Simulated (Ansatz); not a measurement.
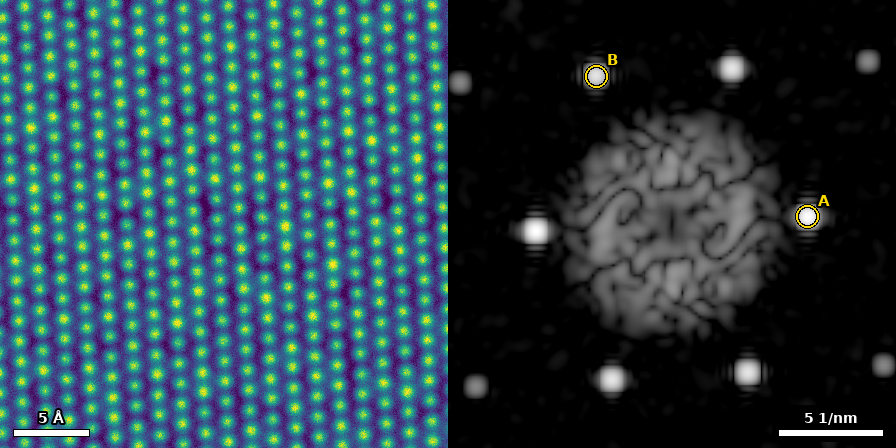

Integrated-DPC-like image of Ta (Fd-3m, No. 227) along [210]. Simulated as the projected potential of neutral atoms (B = 0.5 Å²) blurred by a 0.69 Å probe, the thin-sample limit of integrated differential phase contrast. Shot noise and the speckle of an amorphous layer were added. Structure used: coordinates from a relaxation with Ansatz, DFT, r2SCAN, plane waves (500 eV) with PAW, scalar-relativistic; the starting structure was generated, so it need not be a known form of this composition.

The right panel is the modulus of the image's Fourier transform on a logarithmic scale.

a = 6.060 Å, b = 6.060 Å, c = 6.060 Å, α = 90.00°, β = 90.00°, γ = 90.00°

Q: Index the marked spots and give their plane spacings (the zone axis points at the viewer; indices equivalent by symmetry, or all signs reversed, are as good).

A: (004), d = 1.51 Å; B: (2 -4 -2), d = 1.24 Å. A and B enclose 114°, and every spot obeys the zone law hu + kv + lw = 0 for [210].
